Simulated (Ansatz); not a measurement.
## Run report: LiCl, single-point calculation

LiCl (Pm-3m, 2 atoms in the cell), computed with DFT, PBEsol, plane waves, PAW, no spin polarisation (Ansatz 0.2.0).

The structure was built on a prototype by a generator. The geometry comes from this level: r2SCAN.

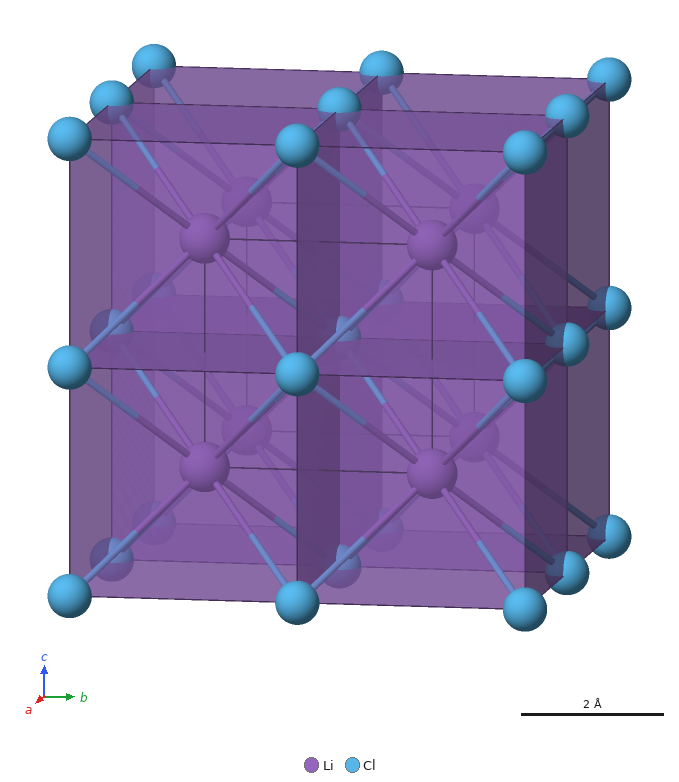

The input geometry (polyhedral view of the cell of the calculation, seen slightly off an axis; polyhedra are completed across the faces of the cell). An atom can appear more than once, as a periodic image.

The input
```yaml
crystal:
  lattice:
    - [3.271123576, 0.0, 0.0]
    - [0.0, 3.271123576, 0.0]
    - [0.0, 0.0, 3.271123576]
  atoms:
    - { symbol: Li, position: [0.0, 0.0, 0.0] }
    - { symbol: Cl, position: [0.5, 0.5, 0.5] }
kpoints:
  mp_grid: { grid: [6, 6, 6] }
hamiltonian:
  xc: pbesol
scf:
  occupations: { method: fixed }
  n_extra_bands: 4
output:
  forces: true
  stress: true
  eigenvalues: true
  write_density: true
  write_potential: true
  elf: true
  volumetric_format: npy
```

Run on 4 threads of Arm Neoverse V1, 112 GiB of memory available, shared host.

Launch command:
```bash
ansatz run input.yaml --threads 4 --pin off --max-ram 3686MiB --backend cpu --events-out ev --progress --plain --runs-dir out
```

What the program printed
```
scf.n_extra_bands = 4 over 5 filled bands (N_el = 10.0): the run solves 9 bands
Engine: ansatz 0.2.0, aarch64-unknown-linux-gnu
Pseudopotentials: kind: paw
Pseudopotential: Li, paw, valence charge 3, recommended cutoff 420 eV (normal), Li.paw.azcp
Pseudopotential: Cl, paw, valence charge 7, recommended cutoff 420 eV (normal), Cl.paw.azcp
Functional definition: PBEsol
  exchange = pbesol_x
  correlation = pbesol_c
Crystal: 2 atoms, lattice volume = 35.002 Å³
Basis set: ecut = 420 eV, 691 PW (Γ), exchange–correlation on 48×48×48 points (8 copies of the dense FFT grid, shifted against one another)
Bands: 9, of which v1, the nominal top of the filled ones, is band 5 counted from 1 (4 counted from 0)
Symmetry: 48 space group operations
Space group: Pm-3m (ITA 221), of the structure as read, at distance tolerance 3.3e-5 Å
k-points: 20 of 216
Non-local potential: Li, projectors of the file, l = 0: 3, l = 1: 2, l = 2: 1
Non-local potential: Cl, projectors of the file, l = 0: 2, l = 1: 2, l = 2: 2
PAW form: soft (Blöchl's): semilocal exchange-correlation on the pseudo side does not see the compensation charge
PAW frozen core: Cl, regenerated for the run's functional, and the local potential with it (the file was generated under x = pbe(κ = 0.804, μ = 0.2195149727645171), c = pbe(β = 0.06672455060314922))
PAW one-centre angular grid: Li, 110 points (default); XC on 64 Gauss nodes
PAW one-centre angular grid: Cl, 110 points (default); XC on 64 Gauss nodes
Initial density: superposition of atomic densities (neutral atoms: chi_scale 0, normalization atom), corrected by the library's trained network
Initial wavefunctions: pseudopotential atomic-orbital guess
Functional: x = pbesol(κ = 0.804, μ = 0.12345679012345678), c = pbesol(β = 0.046)
SCF iter   1: F=—  HF=-1266.939282 eV  |F-HF|=—  |Δ(HF+E_count)|=         —  Δρ=4.12e-3  dr2=8.85e-3  ethr=1.77e-3  ⟨swp⟩=4.8  Hψ=1056  notcnv=0  defer=17
preconditioner: auto → none  [insulator: Δε(μ)=4.188 eV  Ē_g=13.346 eV  n_scr=6 (ndim 8)  ℏωp=17.8 eV  f_vac=0.000  ε∞_Penn≈2.8]
SCF iter   2: F=—  HF=-1266.935839 eV  |F-HF|=—  |Δ(HF+E_count)|=   3.44e-3  Δρ=1.17e-3  dr2=2.43e-4  ethr=8.85e-5  ⟨swp⟩=2.8  Hψ=451  notcnv=0  defer=35
SCF iter   3: F=—  HF=-1266.935749 eV  |F-HF|=—  |Δ(HF+E_count)|=   9.03e-5  Δρ=4.55e-4  dr2=3.99e-5  ethr=2.43e-6  ⟨swp⟩=1.9  Hψ=278  notcnv=0  defer=30
SCF iter   4: F=—  HF=-1266.935732 eV  |F-HF|=—  |Δ(HF+E_count)|=   1.68e-5  Δρ=3.15e-5  dr2=1.58e-7  ethr=3.99e-7  ⟨swp⟩=2.0  Hψ=204  notcnv=0  defer=5
iter 5 did not close the SCF: its close was put off for the readings that it lacked (scf_convergence_deferred on its scf_iter line)
SCF iter   5: F=-1266.935732 eV  HF=-1266.935732 eV  |F-HF|=2.53e-9  |Δ(HF+E_count)|=   3.97e-8  Δρ=3.29e-6  dr2=4.87e-9  ethr=1.58e-9  ⟨swp⟩=2.7  Hψ=294  notcnv=0  defer=5
SCF iter   6: F=-1266.935732 eV  HF=-1266.935732 eV  |F-HF|=3.71e-11  |Δ(HF+E_count)|=  3.66e-10  Δρ=4.06e-7  dr2=6.32e-11  ethr=4.87e-11  ⟨swp⟩=6.4  Hψ=1183  notcnv=0
SCF 1 converged in 6 iterations: F = -1266.935732 eV  dr2 = 6.32e-11
  greatest PAW one-centre occupation: 0.999 electrons in one spin orbital (limit 2), on the Li atom at site 0 (counted from 0), in its partial waves of l = 0
```

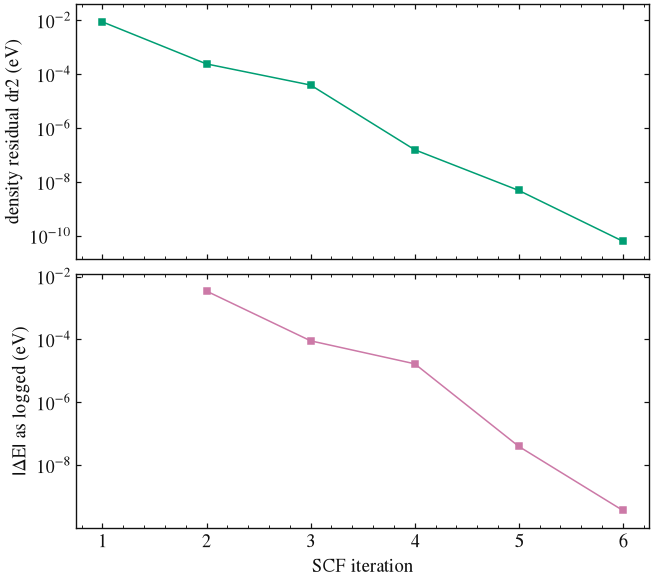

Convergence of the self-consistent field: density residual dr2 and size of the energy change against the SCF iteration. The residual falls at every step.

```
SCF converged after 6 iterations
Free energy (F): -1266.935732 eV
Harris-Foulkes:  -1266.935732 eV  (|F-HF|=3.71e-11)
Internal energy: -1266.935732 eV  (E = F + TS)
E sigma→0 (E₀):  -1266.935732 eV
Fermi energy:    2.586665 eV
--- Per-component energies (eV) ---
  E_band       = -102.240560
  E_kinetic    = 182.557404
  E_local      = -325.403517  (includes V_loc(G=0)·N_el)
  E_nonlocal   = -4.288701
  E_hartree    = 94.756910
  E_xc         = -116.912490
  E_vxc        = -135.585411  (∫ρ·V_xc dr)
  E_paw        = -661.382756  (= ΣΔE_a)
  E_vpaw       = -9.034163  (= ΣTr[D̂ρ^β])
  E_aug_tail   = 0.000106  (compensation charges beyond the density's cutoff)
  E_ewald      = -436.341120
  E_core_change = 0.078432  (= ΣΔE_core)
  E_smearing   = -0.000000  (= −TS)
  E_closure    = 0.000000  (closes the sum)
  Σ components = -1266.935732   (vs F -1266.935732, Δ=0.00e0)
--- Forces (eV/Å), atoms counted from 1 ---
  atom   1  Li    -0.00000000     0.00000000    -0.00000000
  atom   2  Cl     0.00000000     0.00000000     0.00000000
  max |Σ_I F_I| component: 1.09e-30 eV/Å
--- Stress (GPa, compression-positive) ---
       -1.208384       0.000000       0.000000
        0.000000      -1.208384       0.000000
        0.000000       0.000000      -1.208384
  P = ⅓ Tr σ = -1.2084 GPa (-12.084 kbar)
--- Band table (eV; the first three rows and the last of 20) ---
  k-point 0: bands = ["-42.0228", "-11.6521", "1.7581", "1.7581", "1.7581", "6.8501", "11.0149", "11.0149", "15.7609"]
  k-point 1: bands = ["-42.0221", "-11.5326", "0.7207", "1.8688", "1.8688", "7.4456", "11.3319", "11.6490", "14.7320"]
  k-point 2: bands = ["-42.0206", "-11.2728", "-0.7984", "2.1072", "2.1072", "8.0656", "12.0852", "12.1790", "13.2685"]
  k-point 19: bands = ["-42.0146", "-10.1622", "0.0733", "0.0733", "0.0733", "7.6149", "7.6149", "7.6149", "14.5638"]
```

File rho_z.tsv
```
# z_ang	rho[e/angstrom^3]
# format = ansatz-planar-average/11
# lattice	3.271123576	0.000000000	0.000000000
# lattice	0.000000000	3.271123576	0.000000000
# lattice	0.000000000	0.000000000	3.271123576
# sites	2
# site	3	0.000000000	0.000000000	0.000000000
# site	17	1.635561788	1.635561788	1.635561788
0.000000	3.566276e-1
0.136297	3.118137e-1
0.272594	2.139276e-1
0.408890	1.344014e-1
0.545187	1.131169e-1
0.681484	1.401772e-1
0.817781	1.937847e-1
0.954078	2.659564e-1
1.090375	3.457840e-1
1.226671	4.107358e-1
1.362968	4.442537e-1
1.499265	4.511111e-1
1.635562	4.500300e-1
1.771859	4.511111e-1
1.908155	4.442537e-1
2.044452	4.107358e-1
2.180749	3.457840e-1
2.317046	2.659564e-1
2.453343	1.937847e-1
2.589639	1.401772e-1
2.725936	1.131169e-1
2.862233	1.344014e-1
2.998530	2.139276e-1
3.134827	3.118137e-1
```

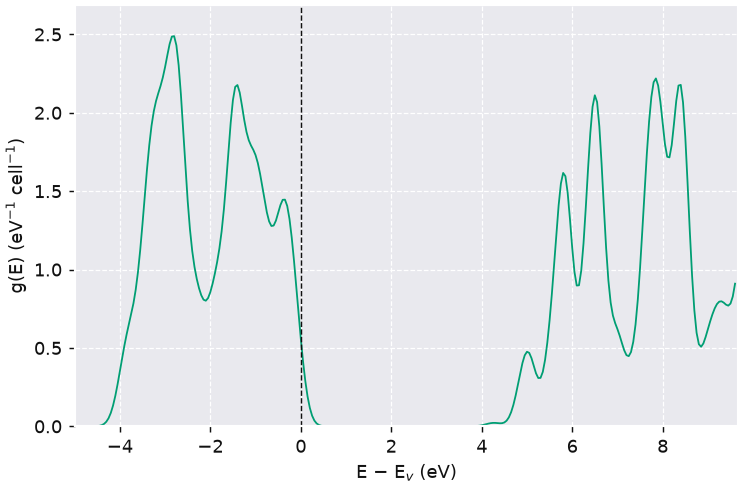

Density of states (the curve is built from the levels of the k mesh with Gaussians 0.4 eV wide, which also blur the band edges), with energies from the valence-band top. There is a gap of 4.26 eV on the k-point mesh. Small ripples come from the finite k-point mesh.

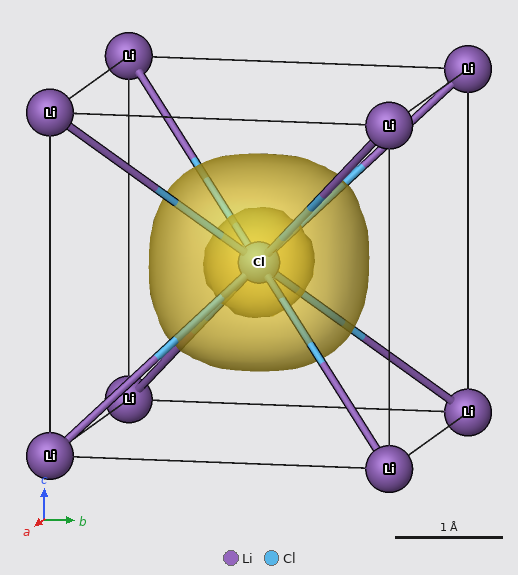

Isosurface of the electron localisation function at 0.8 (yellow), seen slightly off an axis. Only the valence region is drawn (cores and ρ < 0.01 e/Å³ removed). Sticks mark near contacts. The outline is the cell set on symmetry axes. The fields are those of the smooth PAW valence density.

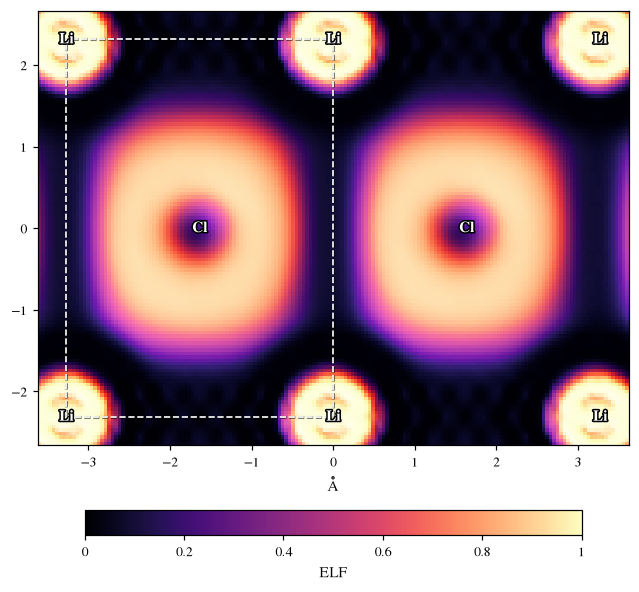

ELF on the (101) plane of the conventional cell. Atoms in the plane: Li and Cl. Li–Cl (2.83 Å): the ELF is about 0.60 at the midpoint, which marks a closed-shell, largely ionic contact. The strong features right at Li lie inside the PAW spheres (semicore, d or f shells) and say nothing about bonding.

Key numbers

| quantity | value |
| --- | --- |
| outcome | converged |
| space group (tolerance 0.01 Å) | Pm-3m (221) |
| electrons treated | 10 |
| free energy | −1266.9357 eV |
| Fermi energy | 2.587 eV |
| gap on the k-point mesh | 4.26 eV |
| pressure | −1.21 GPa |
| largest force (length of the vector) | under 0.001 eV/Å |
| peak memory | 0.26 GiB |
